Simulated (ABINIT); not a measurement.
**WS2: dielectric calculation (part 2 of 3)**

WS2 (P6₃/mmc, 6 atoms in the cell); Kohn-Sham DFT of a periodic cell, PBE, PseudoDojo NC SR PBE v0.4.1 standard, no spin polarisation (ABINIT 10.8.3); cutoff 1006.82 eV, 8×8×4 k-mesh, fixed occupations. The structure derives from an entry of the Crystallography Open Database.

Geometry of the input (Å; fractional positions):
```
3.1800  0.0000  0.0000
-1.5900  2.7540  0.0000
0.0000  0.0000  12.5000
S  0.3333  0.6667  0.6250
S  0.6667  0.3333  0.1250
S  0.3333  0.6667  0.8750
S  0.6667  0.3333  0.3750
W  0.3333  0.6667  0.2500
W  0.6667  0.3333  0.7500
```

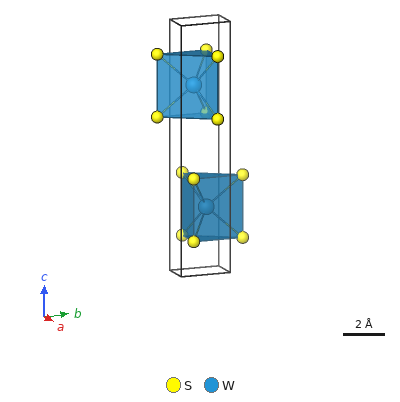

**Figure 1.** The input geometry (polyhedral view of the cell of the calculation, seen slightly off an axis; polyhedra are completed across the faces of the cell).

Log, continued:
```
 ----iterations are completed or convergence reached----

 Mean square residual over all n,k,spin=   20.374E-20; max=  68.836E-18
 reduced coordinates (array xred) for    6 atoms
       0.333333333333      0.666666666667      0.625000000000
       0.666666666667      0.333333333333      0.125000000000
       0.333333333333      0.666666666667      0.875000000000
       0.666666666667      0.333333333333      0.375000000000
       0.333333333333      0.666666666667      0.250000000000
       0.666666666667      0.333333333333      0.750000000000
 rms dE/dt=  2.9092E-02; max dE/dt=  6.1714E-02; dE/dt below (all hartree)
    1       0.000000000000      0.000000000000      0.061713578512
    2      -0.000000000000      0.000000000000      0.061713578512
    3       0.000000000000     -0.000000000000     -0.061713578512
    4      -0.000000000000     -0.000000000000     -0.061713578512
    5      -0.000000000000      0.000000000000     -0.000000000000
    6       0.000000000000     -0.000000000000      0.000000000000

 cartesian coordinates (angstrom) at end:
    1      0.00000000000000     1.83597385600000     7.81250000000000
    2      1.59000000000000     0.91798692800000     1.56250000000000
    3      0.00000000000000     1.83597385600000    10.93750000000000
    4      1.59000000000000     0.91798692800000     4.68750000000000
    5      0.00000000000000     1.83597385600000     3.12500000000000
    6      1.59000000000000     0.91798692800000     9.37500000000000

 cartesian forces (hartree/bohr) at end:
    1     -0.00000000000000    -0.00000000000000    -0.00261259354638
    2      0.00000000000000    -0.00000000000000    -0.00261259354638
    3     -0.00000000000000     0.00000000000000     0.00261259354638
    4      0.00000000000000     0.00000000000000     0.00261259354638
    5      0.00000000000000    -0.00000000000000     0.00000000000000
    6     -0.00000000000000     0.00000000000000     0.00000000000000
 frms,max,avg= 1.2315884E-03 2.6125935E-03   0.000E+00  0.000E+00  0.000E+00 h/b

 cartesian forces (eV/Angstrom) at end:
    1     -0.00000000000000    -0.00000000000000    -0.13434496172128
    2      0.00000000000000    -0.00000000000000    -0.13434496172128
    3     -0.00000000000000     0.00000000000000     0.13434496172128
    4      0.00000000000000     0.00000000000000     0.13434496172128
    5      0.00000000000000    -0.00000000000000     0.00000000000000
    6     -0.00000000000000     0.00000000000000     0.00000000000000
 frms,max,avg= 6.3330822E-02 1.3434496E-01   0.000E+00  0.000E+00  0.000E+00 e/A
 length scales=  1.889726125908  1.889726125908  1.889726125908 bohr
              =  1.000000000000  1.000000000000  1.000000000000 angstroms
 Fermi (or HOMO) energy (hartree) =   0.33272   Average Vxc (hartree)=  -0.40338
 Eigenvalues (hartree) for nkpt=  20  k points:
 kpt#   1, nband= 26, wtk=  0.00781, kpt=  0.0000  0.0000  0.1250 (reduced coord)
  -2.41047   -2.41047   -1.09634   -1.09634   -1.09062   -1.09062   -1.09062   -1.09062
  -0.23734   -0.23110   -0.17928   -0.16725    0.05955    0.09036    0.20144    0.20359
   0.20359    0.20398    0.20398    0.24867    0.24867    0.25011    0.25011    0.26888
   0.29896    0.33272
 prteigrs : prtvol=0 or 1, do not print more k-points.

--- !EnergyTerms
iteration_state     : {dtset: 1, }
comment             : Components of total free energy in Hartree
kinetic             :  5.62107924427355E+01
hartree             :  5.34421450724097E+01
xc                  : -4.59191880042123E+01
Ewald energy        : -1.17148133687696E+02
psp_core            :  4.18734437665181E+00
local_psp           : -1.77978367029070E+02
non_local_psp       :  3.11733113018571E+01
total_energy        : -1.96032095527324E+02
total_energy_eV     : -5.33430506800305E+03
band_energy         : -1.87792743473457E+01
...

 Cartesian components of stress tensor (hartree/bohr^3)
  sigma(1 1)= -5.58428419E-05  sigma(3 2)=  0.00000000E+00
  sigma(2 2)= -5.58428418E-05  sigma(3 1)=  0.00000000E+00
  sigma(3 3)= -1.19214757E-04  sigma(2 1)=  0.00000000E+00

-Cartesian components of stress tensor (GPa)         [Pressure=  2.2644E+00 GPa]
- sigma(1 1)= -1.64295313E+00  sigma(3 2)=  0.00000000E+00
- sigma(2 2)= -1.64295313E+00  sigma(3 1)=  0.00000000E+00
- sigma(3 3)= -3.50741925E+00  sigma(2 1)=  0.00000000E+00

================================================================================
== DATASET  2 ==================================================================

--- !DatasetInfo
iteration_state: {dtset: 2, }
dimensions: {natom: 6, nkpt: 128, mband: 26, nsppol: 1, nspinor: 1, nspden: 1, mpw: 7962, }
cutoff_energies: {ecut:  37.0, pawecutdg:  -1.0, }
electrons: {nelect:   5.20000000E+01, charge:   0.00000000E+00, occopt:   1.00000000E+00, tsmear:   1.00000000E-02, }
meta: {optdriver: 1, rfelfd: 2, }
...

 mkfilename : getwfk/=0, take file _WFK from output of DATASET   1.

 Exchange-correlation functional for the present dataset will be:
  GGA: Perdew-Burke-Ernzerhof functional - ixc=11
  J.P.Perdew, K.Burke, M.Ernzerhof, PRL 77, 3865 (1996)

 Real(R)+Recip(G) space primitive vectors, cartesian coordinates (Bohr,Bohr^-1):
 R(1)=  6.0093291  0.0000000  0.0000000  G(1)=  0.1664079  0.0960757  0.0000000
 R(2)= -3.0046645  5.2042316  0.0000000  G(2)=  0.0000000  0.1921513  0.0000000
 R(3)=  0.0000000  0.0000000 23.6215766  G(3)=  0.0000000  0.0000000  0.0423342
 Unit cell volume ucvol=  7.3873978E+02 bohr^3
 Angles (23,13,12)=  9.00000000E+01  9.00000000E+01  1.20000000E+02 degrees
 setup1 : take into account q-point for computing boxcut.

 getcut: wavevector=  0.0000  0.0000  0.0000  ngfft=  36  36 135
         ecut(hartree)=     37.000   => boxcut(ratio)=   2.07171
--------------------------------------------------------------------------------

 ==>  initialize data related to q vector <==

 The list of irreducible perturbations for this q vector is:
    1)    idir= 1    ipert=   7
    2)    idir= 2    ipert=   7
    3)    idir= 3    ipert=   7

================================================================================

--------------------------------------------------------------------------------
 Perturbation wavevector (in red.coord.)   0.000000  0.000000  0.000000
 Perturbation : derivative vs k along direction   1
 The set of symmetries contains only one element for this perturbation.
 symkpt : not enough symmetry to change the number of k points.

--------------------------------------------------------------------------------

--------------------------------------------------------------------------------

 Initialisation of the first-order wave-functions :
  ireadwf=   0

--- !BeginCycle
iteration_state: {dtset: 2, }
solver: {iscf: -3, nstep: 80, nline: 4, wfoptalg: 0, }
tolerances: {tolwfr: 1.00E-18, }
...

     iter   2DEtotal(Ha)        deltaE(Ha) residm    vres2
-ETOT  1  -74.964424197701     -7.496E+01 1.358E+00 0.000E+00
 ETOT  2  -76.710126274906     -1.746E+00 4.768E-01 0.000E+00
 ETOT  3  -76.856771843309     -1.466E-01 3.651E-02 0.000E+00
 ETOT  4  -76.875380608009     -1.861E-02 2.295E-02 0.000E+00
 ETOT  5  -76.878368038370     -2.987E-03 2.489E-03 0.000E+00
 ETOT  6  -76.878913138767     -5.451E-04 1.122E-03 0.000E+00
 ETOT  7  -76.879021580473     -1.084E-04 1.418E-04 0.000E+00
 ETOT  8  -76.879044249017     -2.267E-05 5.735E-05 0.000E+00
 ETOT  9  -76.879049147399     -4.898E-06 7.450E-06 0.000E+00
 ETOT 10  -76.879050227552     -1.080E-06 3.038E-06 0.000E+00
 ETOT 11  -76.879050469190     -2.416E-07 3.962E-07 0.000E+00
 ETOT 12  -76.879050523746     -5.456E-08 1.649E-07 0.000E+00
 ETOT 13  -76.879050536152     -1.241E-08 2.149E-08 0.000E+00
 ETOT 14  -76.879050538988     -2.836E-09 9.082E-09 0.000E+00
 ETOT 15  -76.879050539638     -6.507E-10 1.184E-09 0.000E+00
 ETOT 16  -76.879050539788     -1.497E-10 5.052E-10 0.000E+00
 ETOT 17  -76.879050539822     -3.421E-11 6.595E-11 0.000E+00
 ETOT 18  -76.879050539830     -8.029E-12 2.829E-11 0.000E+00
 ETOT 19  -76.879050539832     -1.918E-12 3.705E-12 0.000E+00
 ETOT 20  -76.879050539833     -3.553E-13 1.592E-12 0.000E+00
 ETOT 21  -76.879050539833     -1.847E-13 2.094E-13 0.000E+00
 ETOT 22  -76.879050539833     -1.990E-13 8.997E-14 0.000E+00
 ETOT 23  -76.879050539833     -2.558E-13 1.189E-14 0.000E+00
 ETOT 24  -76.879050539833      3.553E-13 5.099E-15 0.000E+00
 ETOT 25  -76.879050539833     -2.274E-13 6.772E-16 0.000E+00
 ETOT 26  -76.879050539833     -2.842E-14 2.898E-16 0.000E+00
 ETOT 27  -76.879050539833      1.421E-14 3.867E-17 0.000E+00
 ETOT 28  -76.879050539833      2.132E-13 1.650E-17 0.000E+00
 ETOT 29  -76.879050539833     -1.137E-13 2.213E-18 0.000E+00
 ETOT 30  -76.879050539833     -2.842E-14 9.999E-19 0.000E+00

 At SCF step   30   max residual=  1.00E-18 < tolwfr=  1.00E-18 =>converged.
================================================================================

 ----iterations are completed or convergence reached----

 Mean square residual over all n,k,spin=   57.041E-20; max=  99.991E-20
 dfpt_looppert : ek2=    1.5159324096E+02
          f-sum rule ratio=    1.0002167583E+00
 Expectation of eigenvalue derivatives (hartree) for nkpt= 128  k points:
  (in case of degenerate eigenvalues, averaged derivative)
 kpt#   1, nband= 26, wtk=  0.00781, kpt=  0.0000  0.0000  0.1250 (reduced coord)
  -0.00000   -0.00000    0.00000   -0.00000    0.00000    0.00000   -0.00000   -0.00000
  -0.00000    0.00000   -0.00000    0.00000   -0.00000    0.00000    0.00000   -0.00000
  -0.00000    0.00000    0.00000   -0.00000   -0.00000   -0.00000   -0.00000    0.00000
   0.00000   -0.00000
 prteigrs : prtvol=0 or 1, do not print more k-points.

 2DEtotal=   -0.7687905054E+02 Ha. Also 2DEtotal=   -0.209198553846E+04 eV
    (  non-var. 2DEtotal :   -7.6879050533E+01 Ha)

--------------------------------------------------------------------------------
 Perturbation wavevector (in red.coord.)   0.000000  0.000000  0.000000
 Perturbation : derivative vs k along direction   2
 The set of symmetries contains only one element for this perturbation.
 symkpt : not enough symmetry to change the number of k points.

--------------------------------------------------------------------------------

--------------------------------------------------------------------------------

 Initialisation of the first-order wave-functions :
  ireadwf=   0

--- !BeginCycle
iteration_state: {dtset: 2, }
solver: {iscf: -3, nstep: 80, nline: 4, wfoptalg: 0, }
tolerances: {tolwfr: 1.00E-18, }
...

     iter   2DEtotal(Ha)        deltaE(Ha) residm    vres2
-ETOT  1  -74.967885402507     -7.497E+01 1.358E+00 0.000E+00
 ETOT  2  -76.710276246325     -1.742E+00 4.768E-01 0.000E+00
 ETOT  3  -76.856778238579     -1.465E-01 3.651E-02 0.000E+00
 ETOT  4  -76.875380900959     -1.860E-02 2.295E-02 0.000E+00
 ETOT  5  -76.878368054752     -2.987E-03 2.489E-03 0.000E+00
 ETOT  6  -76.878913141865     -5.451E-04 1.122E-03 0.000E+00
 ETOT  7  -76.879021583097     -1.084E-04 1.418E-04 0.000E+00
 ETOT  8  -76.879044251450     -2.267E-05 5.735E-05 0.000E+00
 ETOT  9  -76.879049149809     -4.898E-06 7.450E-06 0.000E+00
 ETOT 10  -76.879050229961     -1.080E-06 3.038E-06 0.000E+00
 ETOT 11  -76.879050471598     -2.416E-07 3.962E-07 0.000E+00
 ETOT 12  -76.879050526155     -5.456E-08 1.649E-07 0.000E+00
 ETOT 13  -76.879050538562     -1.241E-08 2.149E-08 0.000E+00
 ETOT 14  -76.879050541397     -2.835E-09 9.082E-09 0.000E+00
 ETOT 15  -76.879050542047     -6.507E-10 1.184E-09 0.000E+00
 ETOT 16  -76.879050542197     -1.498E-10 5.052E-10 0.000E+00
 ETOT 17  -76.879050542232     -3.480E-11 6.595E-11 0.000E+00
 ETOT 18  -76.879050542240     -8.370E-12 2.829E-11 0.000E+00
 ETOT 19  -76.879050542242     -1.336E-12 3.705E-12 0.000E+00
 ETOT 20  -76.879050542242     -5.116E-13 1.592E-12 0.000E+00
 ETOT 21  -76.879050542242     -3.553E-13 2.094E-13 0.000E+00
 ETOT 22  -76.879050542242      2.842E-14 8.997E-14 0.000E+00
 ETOT 23  -76.879050542242      8.527E-14 1.189E-14 0.000E+00
 ETOT 24  -76.879050542242      7.105E-14 5.099E-15 0.000E+00
 ETOT 25  -76.879050542242     -1.421E-13 6.772E-16 0.000E+00
 ETOT 26  -76.879050542242      2.842E-14 2.898E-16 0.000E+00
 ETOT 27  -76.879050542242      1.847E-13 3.867E-17 0.000E+00
 ETOT 28  -76.879050542242      5.684E-14 1.650E-17 0.000E+00
 ETOT 29  -76.879050542242     -1.705E-13 2.213E-18 0.000E+00
 ETOT 30  -76.879050542242      4.263E-14 9.999E-19 0.000E+00

 At SCF step   30   max residual=  1.00E-18 < tolwfr=  1.00E-18 =>converged.
================================================================================

 ----iterations are completed or convergence reached----

 Mean square residual over all n,k,spin=   57.073E-20; max=  99.991E-20
 dfpt_looppert : ek2=    1.5159324097E+02
          f-sum rule ratio=    1.0002167583E+00
 Expectation of eigenvalue derivatives (hartree) for nkpt= 128  k points:
  (in case of degenerate eigenvalues, averaged derivative)
 kpt#   1, nband= 26, wtk=  0.00781, kpt=  0.0000  0.0000  0.1250 (reduced coord)
  -0.00000   -0.00000    0.00000   -0.00000    0.00000    0.00000   -0.00000   -0.00000
   0.00000   -0.00000    0.00000   -0.00000    0.00000   -0.00000    0.00000    0.00000
   0.00000    0.00000    0.00000   -0.00000   -0.00000   -0.00000   -0.00000   -0.00000
   0.00000    0.00000
 prteigrs : prtvol=0 or 1, do not print more k-points.

 2DEtotal=   -0.7687905054E+02 Ha. Also 2DEtotal=   -0.209198553853E+04 eV
    (  non-var. 2DEtotal :   -7.6879050535E+01 Ha)

--------------------------------------------------------------------------------
 Perturbation wavevector (in red.coord.)   0.000000  0.000000  0.000000
 Perturbation : derivative vs k along direction   3
 The set of symmetries contains only one element for this perturbation.
 symkpt : not enough symmetry to change the number of k points.

--------------------------------------------------------------------------------

--------------------------------------------------------------------------------

 Initialisation of the first-order wave-functions :
  ireadwf=   0

--- !BeginCycle
iteration_state: {dtset: 2, }
solver: {iscf: -3, nstep: 80, nline: 4, wfoptalg: 0, }
tolerances: {tolwfr: 1.00E-18, }
...

     iter   2DEtotal(Ha)        deltaE(Ha) residm    vres2
-ETOT  1  -3.6863826074763     -3.686E+00 2.337E-02 0.000E+00
 ETOT  2  -3.7282693431525     -4.189E-02 5.493E-03 0.000E+00
 ETOT  3  -3.7297440952859     -1.475E-03 6.331E-05 0.000E+00
 ETOT  4  -3.7298287327445     -8.464E-05 3.255E-05 0.000E+00
 ETOT  5  -3.7298352195658     -6.487E-06 1.225E-06 0.000E+00
 ETOT  6  -3.7298358249722     -6.054E-07 2.661E-07 0.000E+00
 ETOT  7  -3.7298358899407     -6.497E-08 2.461E-08 0.000E+00
 ETOT  8  -3.7298358978083     -7.868E-09 7.771E-09 0.000E+00
 ETOT  9  -3.7298358988545     -1.046E-09 5.137E-10 0.000E+00
 ETOT 10  -3.7298358990062     -1.517E-10 2.910E-10 0.000E+00
 ETOT 11  -3.7298358990298     -2.363E-11 1.083E-11 0.000E+00
 ETOT 12  -3.7298358990337     -3.932E-12 1.104E-11 0.000E+00
 ETOT 13  -3.7298358990344     -6.750E-13 2.785E-13 0.000E+00
 ETOT 14  -3.7298358990345     -1.195E-13 4.222E-13 0.000E+00
 ETOT 15  -3.7298358990346     -1.599E-14 1.129E-14 0.000E+00
 ETOT 16  -3.7298358990346     -2.665E-14 1.622E-14 0.000E+00
 ETOT 17  -3.7298358990346      5.329E-15 4.604E-16 0.000E+00
 ETOT 18  -3.7298358990346     -3.553E-15 6.258E-16 0.000E+00
 ETOT 19  -3.7298358990346     -8.882E-16 1.882E-17 0.000E+00
 ETOT 20  -3.7298358990346      2.220E-15 2.421E-17 0.000E+00
 ETOT 21  -3.7298358990346     -1.776E-15 9.998E-19 0.000E+00

 At SCF step   21   max residual=  1.00E-18 < tolwfr=  1.00E-18 =>converged.
================================================================================

 ----iterations are completed or convergence reached----
```
